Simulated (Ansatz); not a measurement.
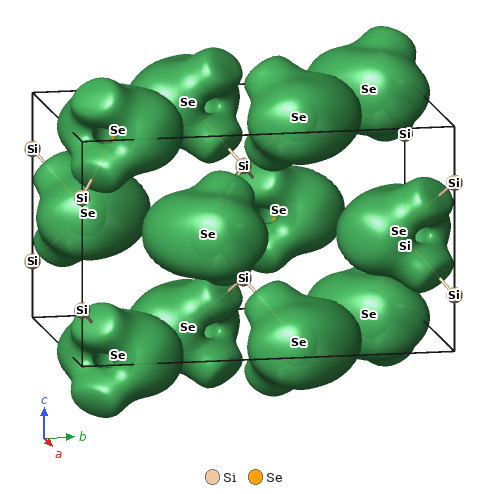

SiSe₂. Isosurface of the ELF at 0.65 (green), seen slightly off an axis. Only the valence region is drawn (cores and ρ < 0.01 e/Å³ removed). Sticks mark near contacts.

Space group Ibam; started from the SiSe2 prototype.

Theory: DFT r2SCAN, scalar-relativistic, plane waves, PAW in Ansatz 0.2.0.

In a PAW calculation such maps are meaningful between the atoms, not at the nuclei.

```
CELL_PARAMETERS angstrom
0.00000 -6.40262 0.00000
-9.74448 0.00000 0.00000
0.00000 0.00000 -5.88710
ATOMIC_POSITIONS crystal
Si 0.50000 0.50000 0.25000
Si 0.00000 0.00000 0.75000
Si 0.50000 0.50000 0.75000
Si 0.00000 0.00000 0.25000
Se 0.30107 0.62271 0.50000
Se 0.80107 0.12271 0.00000
Se 0.69893 0.37729 0.50000
Se 0.19893 0.87729 0.00000
Se 0.80107 0.87729 0.50000
Se 0.30107 0.37729 0.00000
Se 0.69893 0.62271 0.00000
Se 0.19893 0.12271 0.50000
```

**Identify the bonds, lone pairs and shells in this picture.**

The surface consists of eight regions on Se in which the atom's valence shell and bonds are merged, counted in one cell of 12 atoms. Regions shared between cells count once. Along the contacts the grid gives the following. Si–Se (2.28 Å): the ELF peaks at about 0.90 between the atoms; localised, covalent bonding.

**Does the calculation make it a metal, or give it a gap?**

It is gapped, with a Kohn–Sham gap of 2.3 eV on the k-point mesh (the band edges may lie off the mesh, which would make the gap smaller).
